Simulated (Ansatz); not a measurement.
# Hf in Pt(111), 2x2: scattering by a point defect

How strong a scatterer is Hf in Pt(111), 2x2, and does relaxation matter?

Method: Ansatz plane-wave DFT, PBE, PAW files; ballistic transport by layer matching (Landauer), zero bias; PAW set soft_1, in the first sound run; inputs show where later runs differ, in Ansatz 0.2.0.

## 1. The starting structure

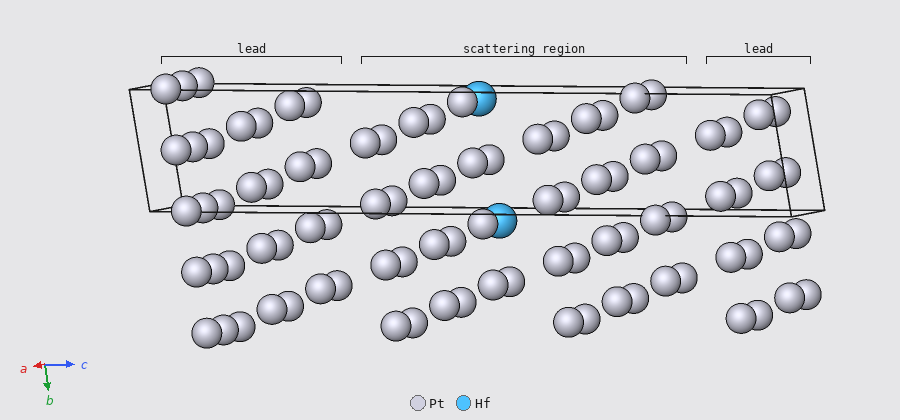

The starting structure, seen from the side, with the c axis across the page (platinum light grey, hafnium blue). 1×2×1 cells are drawn. Some periodic images of atoms are drawn too.

The cell holds 44 atoms: 43 Pt and 1 Hf. Cell: a = 5.546 Å, b = 5.546 Å, c = 24.958 Å, α = 86.8°, β = 93.2°, γ = 120.0°. It derives from Pt. Regions: lead, 24 atoms (24 Pt); scattering region, 20 atoms (19 Pt and 1 Hf). The structure is stacked along c, and the current runs across the ab planes.

## 2. Transmission at ideal sites

The defect sits in one plane of the supercell, all atoms on ideal sites; the layers about the cell's end are the lead. The mesh across the current, 12×12, is finer than the density's, because channels open and close sharply across the zone. Energies from -0.1 to 0.1 eV in steps of 0.05 eV are too few for the program's thermal sum, so it prints no conductance; for a metal the transmission near the Fermi level serves, at a fraction of the cost.

Input file input.yaml:

```yaml
crystal:
  lattice:
    - [5.5462627489, 0.0, 0.0]
    - [-2.7731313745, 4.8032044366, 0.0]
    - [-1.3865656872, 0.8005340728, 24.9067751428]
  atoms:
    - { symbol: Pt, position: [0.0075757576, 0.9924242424, 0.0454545455] }
    - { symbol: Pt, position: [0.0075757576, 0.4924242424, 0.0454545455] }
    - { symbol: Pt, position: [0.5075757576, 0.9924242424, 0.0454545455] }
    - { symbol: Pt, position: [0.5075757576, 0.4924242424, 0.0454545455] }
    - { symbol: Pt, position: [0.1893939394, 0.3106060606, 0.1363636364] }
    - { symbol: Pt, position: [0.1893939394, 0.8106060606, 0.1363636364] }
    - { symbol: Pt, position: [0.6893939394, 0.3106060606, 0.1363636364] }
    - { symbol: Pt, position: [0.6893939394, 0.8106060606, 0.1363636364] }
    - { symbol: Pt, position: [0.3712121212, 0.1287878788, 0.2272727273] }
    - { symbol: Pt, position: [0.3712121212, 0.6287878788, 0.2272727273] }
    - { symbol: Pt, position: [0.8712121212, 0.1287878788, 0.2272727273] }
    - { symbol: Pt, position: [0.8712121212, 0.6287878788, 0.2272727273] }
    - { symbol: Pt, position: [0.053030303, 0.946969697, 0.3181818182] }
    - { symbol: Pt, position: [0.053030303, 0.446969697, 0.3181818182] }
    - { symbol: Pt, position: [0.553030303, 0.946969697, 0.3181818182] }
    - { symbol: Pt, position: [0.553030303, 0.446969697, 0.3181818182] }
    - { symbol: Pt, position: [0.2348484848, 0.2651515152, 0.4090909091] }
    - { symbol: Pt, position: [0.2348484848, 0.7651515152, 0.4090909091] }
    - { symbol: Pt, position: [0.7348484848, 0.2651515152, 0.4090909091] }
    - { symbol: Pt, position: [0.7348484848, 0.7651515152, 0.4090909091] }
    - { symbol: Hf, position: [0.4166666667, 0.0833333333, 0.5] }
    - { symbol: Pt, position: [0.4166666667, 0.5833333333, 0.5] }
    - { symbol: Pt, position: [0.9166666667, 0.0833333333, 0.5] }
    - { symbol: Pt, position: [0.9166666667, 0.5833333333, 0.5] }
    - { symbol: Pt, position: [0.0984848485, 0.9015151515, 0.5909090909] }
    - { symbol: Pt, position: [0.0984848485, 0.4015151515, 0.5909090909] }
    - { symbol: Pt, position: [0.5984848485, 0.9015151515, 0.5909090909] }
    - { symbol: Pt, position: [0.5984848485, 0.4015151515, 0.5909090909] }
    - { symbol: Pt, position: [0.2803030303, 0.2196969697, 0.6818181818] }
    - { symbol: Pt, position: [0.2803030303, 0.7196969697, 0.6818181818] }
    - { symbol: Pt, position: [0.7803030303, 0.2196969697, 0.6818181818] }
    - { symbol: Pt, position: [0.7803030303, 0.7196969697, 0.6818181818] }
    - { symbol: Pt, position: [0.4621212121, 0.0378787879, 0.7727272727] }
    - { symbol: Pt, position: [0.4621212121, 0.5378787879, 0.7727272727] }
    - { symbol: Pt, position: [0.9621212121, 0.0378787879, 0.7727272727] }
    - { symbol: Pt, position: [0.9621212121, 0.5378787879, 0.7727272727] }
    - { symbol: Pt, position: [0.1439393939, 0.8560606061, 0.8636363636] }
    - { symbol: Pt, position: [0.1439393939, 0.3560606061, 0.8636363636] }
    - { symbol: Pt, position: [0.6439393939, 0.8560606061, 0.8636363636] }
    - { symbol: Pt, position: [0.6439393939, 0.3560606061, 0.8636363636] }
    - { symbol: Pt, position: [0.3257575758, 0.1742424242, 0.9545454545] }
    - { symbol: Pt, position: [0.3257575758, 0.6742424242, 0.9545454545] }
    - { symbol: Pt, position: [0.8257575758, 0.1742424242, 0.9545454545] }
    - { symbol: Pt, position: [0.8257575758, 0.6742424242, 0.9545454545] }
kpoints:
  mp_grid: { grid: [5, 5, 1] }
hamiltonian:
  xc: pbe
  pseudopotentials: { kind: paw, azcp: { folder: soft_1 } }
scf:
  occupations: { method: fermi_dirac, width: 0.1 }
output:
  transmission: { leads: [[0, 4]], kmesh: [12, 12], e_range: [-0.1, 0.1], de: 0.05 }
  write_potential: true
  write_density: true
  volumetric_format: npy
  elf: true
```

Launch:

```bash
$ ansatz run input.yaml --threads 4 --pin off --max-ram 15360MiB --backend cpu --events-out ev --progress --plain --runs-dir out
```

Numbers of over 12 decimals in the logs are rounded to 6 here.

What it wrote:

```text
Engine: ansatz 0.2.0, aarch64-unknown-linux-gnu
Pseudopotentials: kind: paw
Pseudopotential: Pt, paw, valence charge 18, recommended cutoff 420 eV (normal), soft_1/Pt.paw.azcp
Pseudopotential: Hf, paw, valence charge 26, recommended cutoff 420 eV (normal), soft_1/Hf.paw.azcp
Functional definition: PBE
  parameter kappa = 0.804
  parameter beta = 0.066725
  exchange = pbe_x(kappa = kappa, mu = beta*pi^2/3)
  correlation = pbe_c(beta = beta)
Crystal: 44 atoms, lattice volume = 663.512 Å³
Basis set: ecut = 420 eV, 13001 PW (Γ)
Bands: 480, of which v1, the nominal top of the filled ones, is band 400 counted from 1 (399 counted from 0)
Symmetry: 4 space group operations
Space group: C2/m (ITA 12), of the structure as read, at distance tolerance 8.7e-5 Å
k-points: 9 of 25
Non-local potential: Pt, projectors of the file, l = 0: 3, l = 1: 2, l = 2: 2, l = 3: 1
Non-local potential: Hf, projectors of the file, l = 0: 3, l = 1: 2, l = 2: 2, l = 3: 3
PAW form: soft (Blöchl's): semilocal exchange-correlation on the pseudo side does not see the compensation charge
PAW one-centre angular grid: Pt, 590 points (default); XC on 64 Gauss nodes
PAW one-centre angular grid: Hf, 590 points (default); XC on 64 Gauss nodes
Initial density: superposition of atomic densities (chi_scale 0.1, normalization cell, long waves of neutral atoms (reshape's long-wave potential 4.94 eV rms, cloud 3.11 Å wide))
Initial wavefunctions: pseudopotential atomic-orbital guess
Functional: x = pbe(κ = 0.804, μ = 0.219515), c = pbe(β = 0.066725)
SCF iter   1: F=—  HF=-554339.220370 eV  |F-HF|=—  |Δ(HF+E_count)|=         —  Δρ=1.51e-1  dr2=9.86e2  ethr=3.10e-3  ⟨swp⟩=4.7  Hψ=13162  notcnv=0  defer=166
preconditioner: auto → Kerker (q_TF=auto, 2.815 Å⁻¹)  [metal: Δε(μ)=0.008 eV  Ē_g=8.982 eV  σ=0.100 eV  W_gap=0.02  n_scr=272 (ndim 8)  ℏωp=30.5 eV  f_vac=0.000  D(μ)=64.68/eV (n_scr^D=844)]
SCF iter   2: F=—  HF=-554298.640592 eV  |F-HF|=—  |Δ(HF+E_count)|=    4.06e1  Δρ=6.02e-2  dr2=1.53e2  ethr=3.10e-3  ⟨swp⟩=3.0  Hψ=10901  notcnv=0  defer=365
SCF iter   3: F=—  HF=-554291.309873 eV  |F-HF|=—  |Δ(HF+E_count)|=    7.33e0  Δρ=2.21e-2  dr2=3.74e1  ethr=3.10e-3  ⟨swp⟩=4.1  Hψ=9961  notcnv=0  defer=367
SCF iter   4: F=—  HF=-554288.894245 eV  |F-HF|=—  |Δ(HF+E_count)|=    2.42e0  Δρ=1.25e-2  dr2=1.96e1  ethr=3.10e-3  ⟨swp⟩=3.7  Hψ=8030  notcnv=0  defer=376
SCF iter   5: F=—  HF=-554288.724284 eV  |F-HF|=—  |Δ(HF+E_count)|=   1.70e-1  Δρ=5.59e-3  dr2=5.56e0  ethr=2.45e-3  ⟨swp⟩=1.0  Hψ=4290  notcnv=0  defer=377
SCF iter   6: F=—  HF=-554288.527620 eV  |F-HF|=—  |Δ(HF+E_count)|=   1.97e-1  Δρ=1.64e-3  dr2=5.67e-1  ethr=6.95e-4  ⟨swp⟩=2.0  Hψ=4734  notcnv=0  defer=382
SCF iter   7: F=—  HF=-554288.530254 eV  |F-HF|=—  |Δ(HF+E_count)|=   2.63e-3  Δρ=1.33e-3  dr2=2.77e-1  ethr=7.08e-5  ⟨swp⟩=2.0  Hψ=5527  notcnv=0  defer=382
SCF iter   8: F=—  HF=-554288.526557 eV  |F-HF|=—  |Δ(HF+E_count)|=   3.70e-3  Δρ=7.98e-4  dr2=4.87e-2  ethr=3.46e-5  ⟨swp⟩=1.0  Hψ=3932  notcnv=0  defer=382
SCF iter   9: F=—  HF=-554288.525175 eV  |F-HF|=—  |Δ(HF+E_count)|=   1.38e-3  Δρ=5.05e-4  dr2=2.26e-2  ethr=6.09e-6  ⟨swp⟩=1.0  Hψ=3932  notcnv=0  defer=382
SCF iter  10: F=—  HF=-554288.524301 eV  |F-HF|=—  |Δ(HF+E_count)|=   8.73e-4  Δρ=6.14e-5  dr2=1.97e-4  ethr=2.83e-6  ⟨swp⟩=2.0  Hψ=5957  notcnv=0  defer=382
SCF iter  11: F=—  HF=-554288.524248 eV  |F-HF|=—  |Δ(HF+E_count)|=   5.34e-5  Δρ=1.76e-5  dr2=8.51e-6  ethr=2.46e-8  ⟨swp⟩=2.1  Hψ=6318  notcnv=0  defer=382
SCF iter  12: F=—  HF=-554288.525034 eV  |F-HF|=—  |Δ(HF+E_count)|=   7.86e-4  Δρ=4.51e-6  dr2=3.54e-7  ethr=1.06e-9  ⟨swp⟩=2.0  Hψ=6814  notcnv=0  defer=384
SCF iter  13: F=-554288.525034 eV  HF=-554288.525034 eV  |F-HF|=3.80e-8  |Δ(HF+E_count)|=   1.66e-8  Δρ=1.33e-6  dr2=3.19e-8  ethr=1.25e-11  ⟨swp⟩=9.7  Hψ=14528  notcnv=0
SCF 1 converged in 13 iterations: F = -554288.525034 eV  dr2 = 3.19e-8
  greatest PAW one-centre occupation: 1.000 electrons in one spin orbital (limit 2), on the Pt atom at site 22 (counted from 0), in its partial waves of l = 0
transmission: 192 of 1892 steps passed
transmission: 380 of 1892 steps passed
[...]
transmission: 1892 of 1892 steps passed
SCF converged after 13 iterations
Free energy (F): -554288.525034 eV
Harris-Foulkes:  -554288.525034 eV  (|F-HF|=3.80e-8)
Internal energy: -554286.228269 eV  (E = F + TS)
E sigma→0 (E₀):  -554287.376652 eV
Entropy (-TS):   -2.296765 eV (-52.199 meV/atom)
Fermi energy:    23.543904 eV
--- Per-component energies (eV) ---
  E_band       = -5317.061616
  E_kinetic    = 26110.399861
  E_local      = -67661.639696  (includes V_loc(G=0)·N_el)
  E_nonlocal   = 8826.233079
  E_hartree    = 26538.104734
  E_xc         = -10275.013556
  E_vxc        = -11949.599868  (∫ρ·V_xc dr)
  E_paw        = -415507.106070  (= ΣΔE_a)
  E_vpaw       = -13718.710017  (= ΣTr[D̂ρ^β])
  E_aug_tail   = 0.048007  (compensation charges beyond the density's cutoff)
  E_ewald      = -122317.254629
  E_smearing   = -2.296765  (= −TS)
  E_closure    = 0.000000  (closes the sum)
  Σ components = -554288.525034   (vs F -554288.525034, Δ=0.00e0)
--- Band table (eV; the first three rows and the last of 9) ---
  k-point 0: bands = [... 396 lower, 23.7119, 23.7244, 23.7565, 23.7635, 23.7806, 23.8066, 23.8163, 23.8331, ... 76 higher]
  k-point 1: bands = [... 396 lower, 23.5047, 23.5365, 23.5607, 23.5669, 23.5788, 23.6225, 23.6441, 23.6642, ... 76 higher]
  k-point 2: bands = [... 396 lower, 23.4903, 23.5063, 23.5271, 23.5723, 23.5940, 23.6082, 23.6486, 23.6823, ... 76 higher]
  k-point 8: bands = [... 396 lower, 23.4846, 23.5183, 23.5531, 23.5845, 23.6258, 23.6354, 23.6746, 23.6926, ... 76 higher]
--- Transmission ---
  basis      : 241 plane waves across, 44 finite elements along
  points     : 43, standing for a mesh of 12 x 12
  energies   : 5 from -0.100000 to 0.100000 eV about the Fermi level, 0.050000 eV apart; the leads are filled to 0.000000 eV, and channels, transmission and decay are at 0.000000 eV
  crystal 0  : Pt4, at the sites [0, 4], period 2.2643 Å, over 22.64 Å; its Hamiltonian steps by up to 7.0 meV
    offset         : up to 0.0000 Å between an atom of the period and one for which it stands
    channels       : 7.368056e0 a spin
    conductance    : none, the energies end too early or step too widely for 300 K: set another output.transmission.e_range or a lower de, or, where they end at an eighth of basis.ecutwfc, a higher one
  junction   : crystal 0 to crystal 0, 0.70 to 23.34 Å
    transmission   : 4.548323e0 a spin
    conductance    : none, the energies end too early or step too widely for 300 K: set another output.transmission.e_range or a lower de, or, where they end at an eighth of basis.ecutwfc, a higher one
```

Run time: 7.8 min. Hardware: 4 threads of Arm Neoverse V1, shared host; peak memory 5.9 GiB; 28 min of CPU time.

In the SCF lines HF is the Harris–Foulkes energy and dr2 the Hartree energy of the density residual, in eV; the loop may stop once dr2 is under the threshold and the program's other checks hold. Hψ counts applications of the Hamiltonian.

Numbers from this step:

```
free energy                                    : -554288.5250 eV
energy at zero smearing                        : -554287.3767 eV
Fermi energy                                   : 23.54 eV
cell area                                      : 26.64 Å²
transmission per spin nearest the Fermi level  : 4.548
open channels per spin nearest the Fermi level : 7.368
step of the lead's potential                   : 7 meV
```

Per spin. Transmission, zone mean against energy, zero at the Fermi level:

| energy (eV) | transmission, zone mean |
| --- | --- |
| -0.1000 | 4.98 |
| -0.0500 | 4.80 |
| 0.0000 | 4.55 |
| 0.0500 | 4.08 |
| 0.1000 | 3.63 |

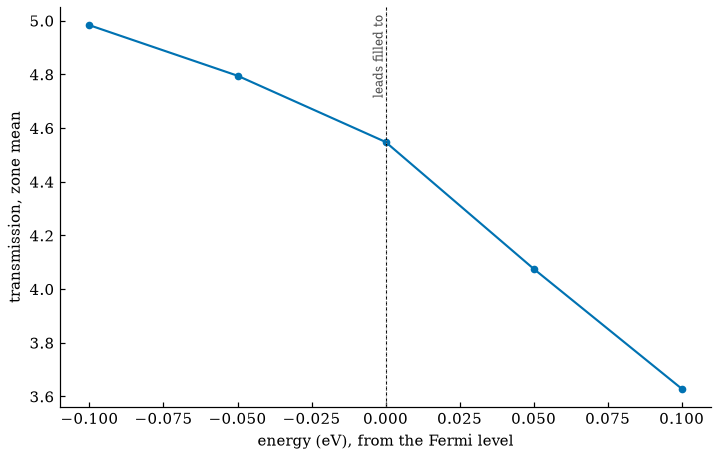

Transmission, zone mean, plotted against energy.

Per spin. The open channels, zone mean, lead by energy, zero at the Fermi level:

| energy (eV) | open channels, zone mean, lead |
| --- | --- |
| -0.1000 | 7.89 |
| -0.0500 | 7.54 |
| 0.0000 | 7.37 |
| 0.0500 | 5.98 |
| 0.1000 | 5.35 |

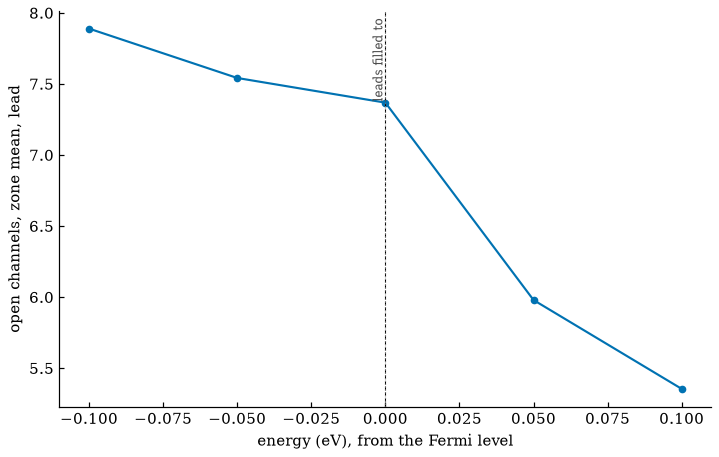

Open channels, zone mean, lead, plotted against energy.

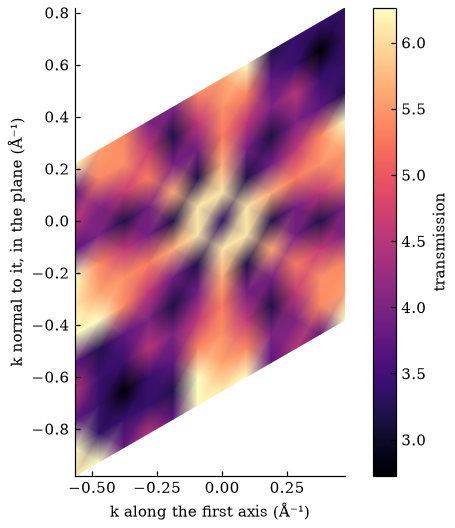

Transmission over k1 and k2. At 0.0000 eV from the Fermi level.

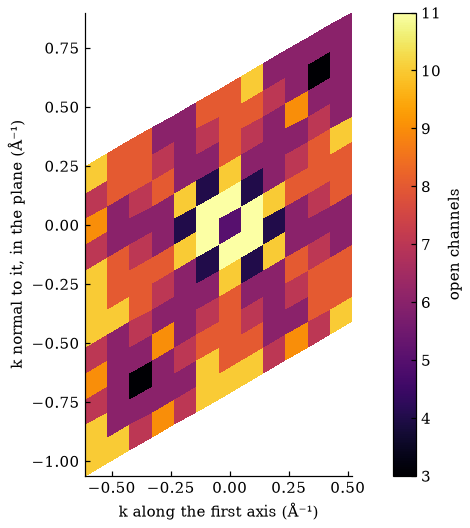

Open channels over k1 and k2. At 0.0000 eV from the Fermi level.

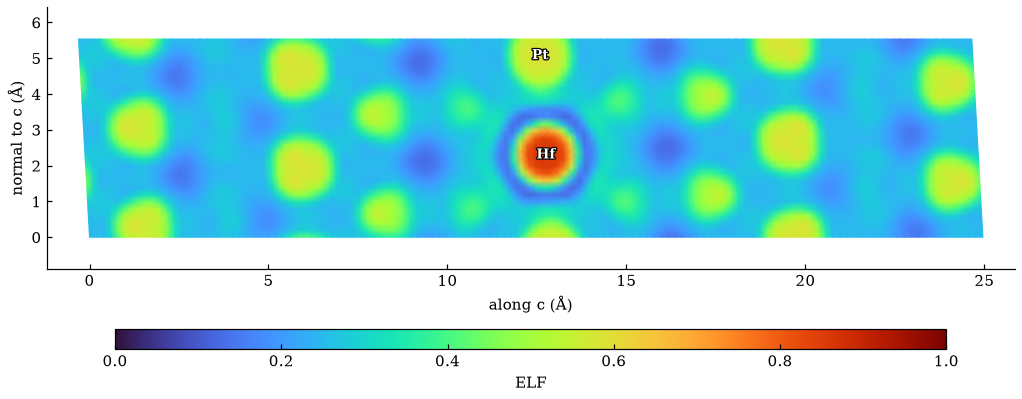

ELF in the ca plane at fractional y = 0.083, with atoms of Hf and Pt within 0.2 Å of it. It is the smooth field of the valence electrons, not physical close to the nuclei.

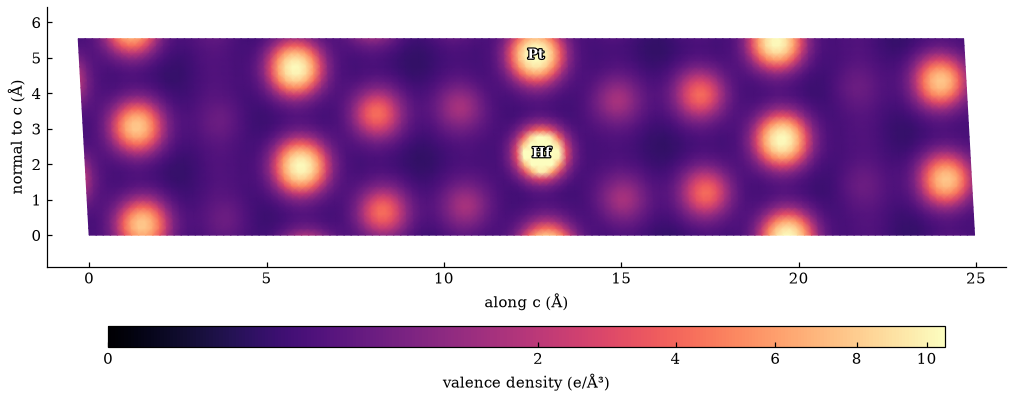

Valence density in the ca plane at fractional y = 0.083, with atoms of Hf and Pt within 0.2 Å of it. It is the smooth field of the valence electrons, not physical close to the nuclei. The colour scale is stretched toward low values.

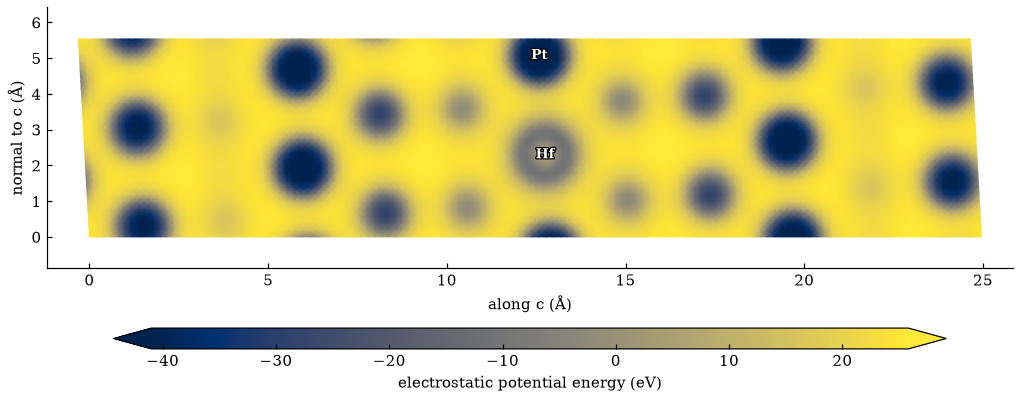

Electrostatic potential energy in the ca plane at fractional y = 0.083, with atoms of Hf and Pt within 0.2 Å of it. With pseudopotentials it is smooth inside the atoms' cores, unlike the true potential.

Over the solved energies the transmission per spin lies between 3.63 and 4.98, out of 6.83 channels of the lead on average (up to 7.89).

## 3. Resistance at ideal sites

This step: Ansatz plane-wave DFT, PBE, PAW files; ballistic transport by layer matching (Landauer), zero bias; area resistance of the defect plane and resistivity an atomic per cent; PAW set soft_1 (Ansatz 0.2.0).

This step gave:

| Quantity | Value |
| --- | --- |
| area resistance | 0.2749 fΩ m² |
| T over the leads' mean channel count | 0.6424 |
| resistivity per at.% scaled from this dense plane, with the factor 3/4 for isotropic scattering | 3.642 µΩ cm |

Averaged over the energies near the Fermi level, 64.2 % of the channels pass, which makes 0.275 fΩ m².

By hand, with T and the leads' channels N averaged over the energies near the Fermi level: RA = A (h/2e²)(1/T − 1/N) = 26.64×10⁻²⁰ m² × 12 906 Ω × (1/4.473 − 1/6.963) = 0.275 fΩ m². Per atomic per cent: RA × A / V_atom × 0.01 × 3/4 = 3.64 µΩ cm, with the host's V_atom = 15.08 Å³.

[end of part 1 of 3]

[Logs are printed without paths, hosts, clocks, repeated set-up lines and the standing remarks that a program may print on its own settings, such as how far it seeks lower states.]

[Hosts, paths, dates, database ids (printed as entryN), source tags and the programs' standing remarks are cut or masked in the printed files.]
